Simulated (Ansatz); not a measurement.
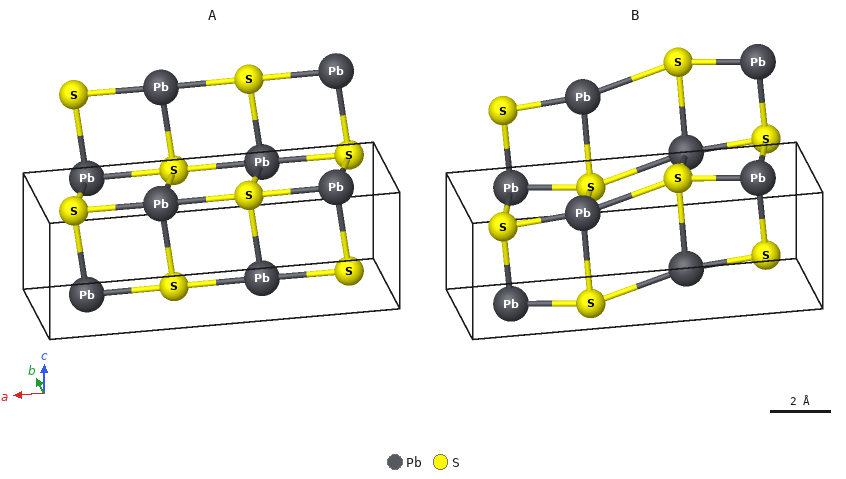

Two geometries of a crystal of PbS (set up in Pnma), drawn at one scale. One is the start of a relaxation, the other its converged end. A ball-and-stick model of the cell of the calculation, repeated 1 × 1 × 2 with one cell outlined, seen from a free direction.

Computed with Ansatz 0.2.0, DFT, r2SCAN, plane-wave PAW, default files, scalar-relativistic. Set-up: plane-wave cutoff 500 eV; k-point mesh 3 × 8 × 8; occupations fermi dirac; smearing width 0.01 eV; no spin polarisation; atoms relaxed in a fixed cell; force threshold 0.02 eV/Å; at most 60 steps.

> Which of the two is the end point?

Structure A is the relaxed one. The largest moves, 0.64 Å, are those of S atoms. By element the largest moves are S 0.64 Å, Pb 0.35 Å. The cell stays as it was. Near-neighbour distances that change, for instance: Pb–S 3.416 → 3.020 Å, Pb–S 2.750 → 2.994 Å, Pb–S 3.188 → 2.993 Å, Pb–S 2.843 → 3.017 Å. Among the angles between lasting bonds that change: Pb–S–Pb 97.0° → 89.9°, Pb–S–Pb 96.0° → 88.9°, S–Pb–S 96.0° → 88.9°. The space group stays Pnma (No. 62). Over 9 accepted moves (11 points after the start) the energy falls by 10.4 meV per atom. Largest force component: 0.022 eV/Å at the start, 0.011 eV/Å at the end. The line search rejected the trial step at point 2 of the run. 1 step only repeated the SCF at the same geometry. The forces were under the threshold at step 3, but the run went on from there.
